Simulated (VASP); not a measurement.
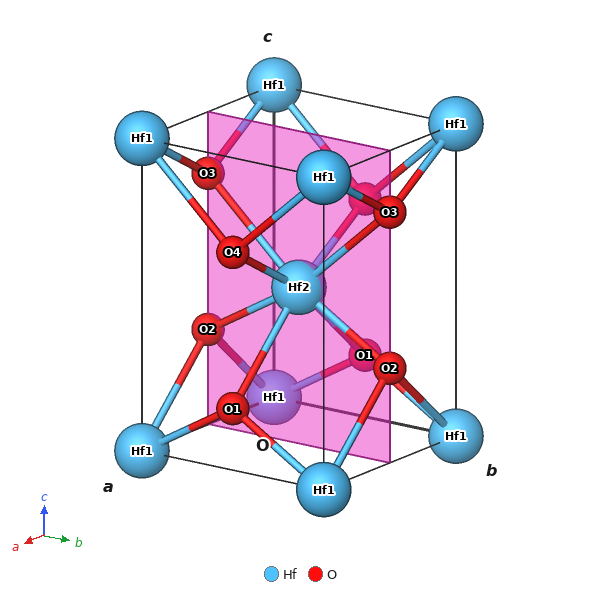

The shaded plane is a symmetry element of the crystal. Crystal: HfO2, a cell listed in the Materials Project, as set up for an electronic-structure calculation. Symmetry computed with spglib at a tolerance of 0.002 Å; standard conventional cell.

a = 3.558 Å, b = 3.558 Å, c = 5.172 Å, α = 90.00°, β = 90.00°, γ = 90.00°.

```csv
atom,x,y,z
Hf1,0.0000,0.0000,0.0000
Hf2,0.5000,0.5000,0.5000
O1,0.0000,0.5000,0.1972
O2,0.5000,0.0000,0.3028
O3,0.5000,0.0000,0.8028
O4,0.0000,0.5000,0.6972
```

Is it a mirror or a glide plane, and what is the operation?

Answer. It is a mirror plane, parallel to (1 0 0), through (1/2, 1/2, 1/2): x, y, z → −x+1, y, z.

Onto which atom does it carry each atom (up to whole multiples of a, b and c)?

Answer. Hf1 → Hf1, Hf2 → Hf2, O1 → O1, O2 → O2, O3 → O3, O4 → O4.
